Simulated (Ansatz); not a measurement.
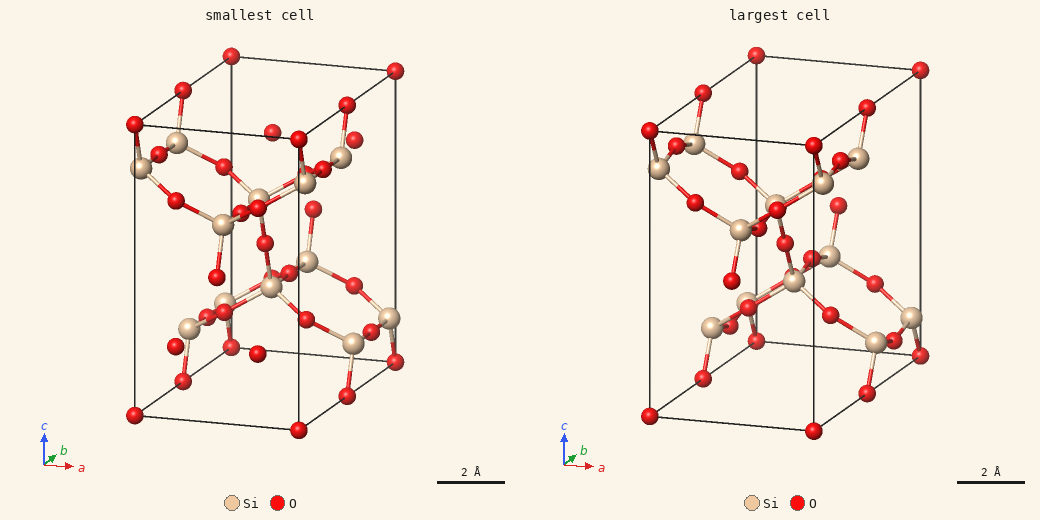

SiO2, space group Imma (No. 74), relaxed (cell and atoms, zero pressure) with four choices of dispersion term on top of PBEsol; the smallest and the largest of the relaxed conventional cells are drawn to one scale (sticks follow a distance rule). The start was a structure listed in the Materials Project. It needn't be the stable form of this composition.

Alike in all runs: Ansatz 0.2.0; functional PBEsol; potentials Ansatz PAW; cutoff 420 eV; k mesh 6 × 6 × 6 on the run's cell of 12 atoms; occupations fermi-dirac, width 0.05 eV; no spin polarisation; no spin-orbit coupling.

```tsv
level	volume (Å³/atom)	a (Å)	b (Å)	c (Å)	gap (eV)
D4	18.32	5.264	9.264	9.015	5.49
none	?	?	?	?	?
D3(BJ)-ATM	17.70	5.261	8.905	9.067	5.49
D3(BJ)	17.29	5.265	8.672	9.087	5.49
```

Question: What does none give?

Answer: Volume 18.73 Å³/atom; a 5.264 Å; b 9.578 Å; c 8.918 Å; gap 5.50 eV. That is the largest volume of all.

Question: Order the levels by the relaxed volume, smallest first.

Answer: D3(BJ) (17.29 Å³/atom), D3(BJ)-ATM (17.70 Å³/atom), D4 (18.32 Å³/atom), none (18.73 Å³/atom). Rows within a few tenths of a per cent can't be told apart.

Gaps are the least found on the k-mesh, which can miss the band edges.

Caveat: the plane-wave basis is chosen anew once the cell has moved, so the energies of steps on either side of that aren't comparable; semilocal functionals give gaps below the measured ones.
